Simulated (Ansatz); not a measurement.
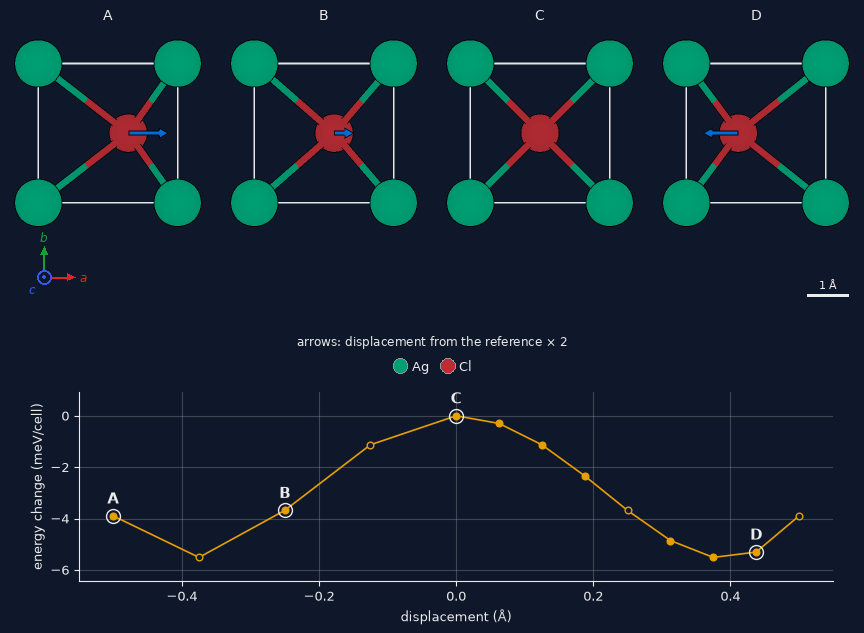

A scan of a crystal of AgCl (Pm-3m): the whole Cl sublattice is shifted rigidly, towards the nearest copy of atom 2 (Cl) at 3.434 Å, all else fixed. The lettered frames are marked on the plot. Hollow markers are points alike by symmetry, not computed again. The picture is a ball-and-stick view of the cell of the calculation, seen along the c axis. Blue arrows: displacements from the reference.

Computed with Ansatz, DFT PBEsol, scalar-relativistic, plane waves, PAW. Set-up: plane-wave cutoff 420 eV; k-point mesh 10 × 10 × 10; occupations gaussian; smearing width 0.05 eV; no spin polarisation. Energies (free energies at the smearing named) are counted from the cell as listed in its source, which wasn't relaxed.

### Describe the profile.

Of the computed points the lowest is at the displacement −0.375 Å (by symmetry) and 0.375 Å, −5.51 meV/cell. A local maximum lies at 0.00 Å (0.00 meV/cell). The curve is a double well: the distortion gains at least 5.51 meV/cell. The distortion takes the space group from Pm-3m to P4mm.

The computed points:

```tsv
displacement (Å)	energy change (meV/cell)
−0.5000	−3.90
−0.3750	−5.51
−0.2500	−3.68
−0.1250	−1.13
0.0000	0.00
0.0625	−0.30
0.1250	−1.13
0.1875	−2.34
0.2500	−3.68
0.3125	−4.85
0.3750	−5.51
0.4375	−5.30
0.5000	−3.90
```

Points that are alike by symmetry were computed once.
